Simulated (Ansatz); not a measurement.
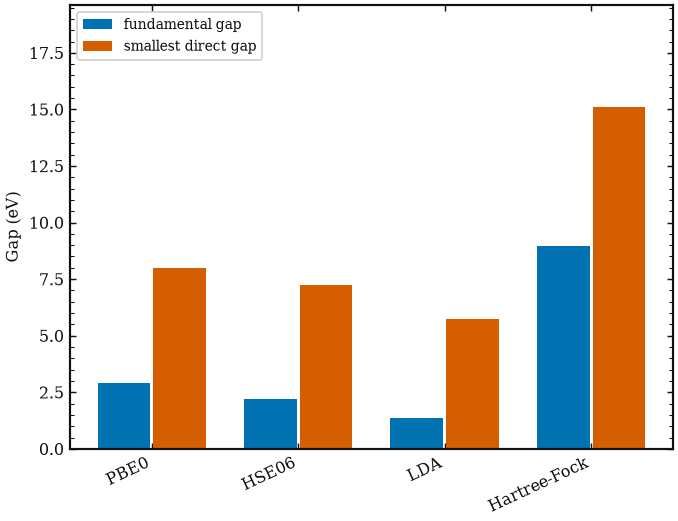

Gaps of BN, space group Fm-3m (No. 225), 2 atoms in the cell, rocksalt type, at several levels of theory on one cell (Ansatz, plane waves and PAW; edges over the mesh and the special points).

Question: How does the gap depend on the level, and does its kind change?

Answer: In rising order: LDA 1.36 eV, HSE06 2.18 eV, PBE0 2.92 eV and Hartree-Fock 8.98 eV. It is indirect at every level.
